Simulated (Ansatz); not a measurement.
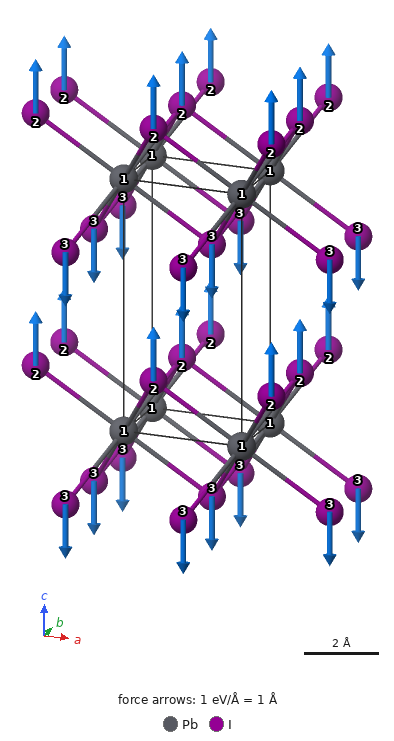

A changed version of a symmetric starting cell of PbI2 (made from another compound by putting Pb in place of Ge), with the computed forces as blue arrows. Besides, all lengths are scaled by −1.3 % (volume −3.8 %). The picture is a ball-and-stick view of the cell of the calculation, seen slightly off an axis.

Theory: DFT PBEsol, scalar-relativistic, plane waves, PAW (Ansatz 0.2.0). Settings: plane-wave cutoff 420 eV; k-point mesh 9 × 9 × 4; occupations gaussian; smearing width 0.02 eV; no spin polarisation.

### Describe the distortion and the response.

The atoms keep their fractional coordinates. No relaxation follows. The starting cell wasn't computed here and needn't be at equilibrium, so pressure and forces aren't due to the change alone. Some distances before and after: I–Pb 3.042 → 3.002 Å. The space group stays P-3m1 (No. 164). The pressure is 8.2 GPa (not all of it need come from the change, since the unchanged cell can be under pressure at this level too). The principal stresses (compression positive) are 7.8 GPa along c and 8.4 GPa across it. The largest forces, 1.5 eV/Å, act on I2 and I3; on I2 it points along +c.
